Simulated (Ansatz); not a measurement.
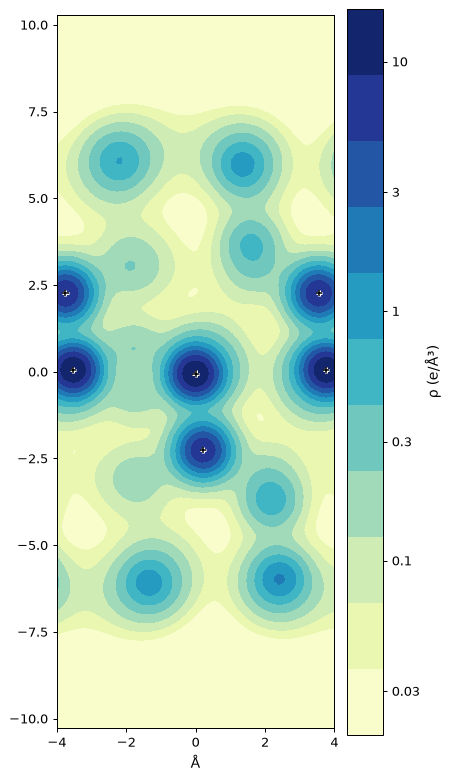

The valence charge density (pseudo) on a plane through atoms (crosses mark nuclei in the plane).

All numbers below come from Ansatz 0.2.0, DFT r2SCAN, scalar-relativistic, plane waves, PAW.

Candidates:
A. Sn₅O₄ (slab), a = 3.81 Å, b = 6.23 Å, c = 27.16 Å, α = 90.00°, β = 90.00°, γ = 90.00°. Not relaxed (largest force 0.6 eV/Å).
B. Al₂Ru, a = 4.71 Å, b = 7.98 Å, c = 8.78 Å, α = 90.00°, β = 90.00°, γ = 90.00°. Space group Fddd; a structure from a database of computed crystals, not necessarily the ambient phase; computed without spin polarisation.

Which system is this?

Answer. Candidate A: Sn₅O₄ on the (110) plane of the calculation cell, a cut from vacuum to vacuum, which holds O and Sn. Sn–O (2.22 Å): ρ at the midpoint is about 0.46 e/Å³.
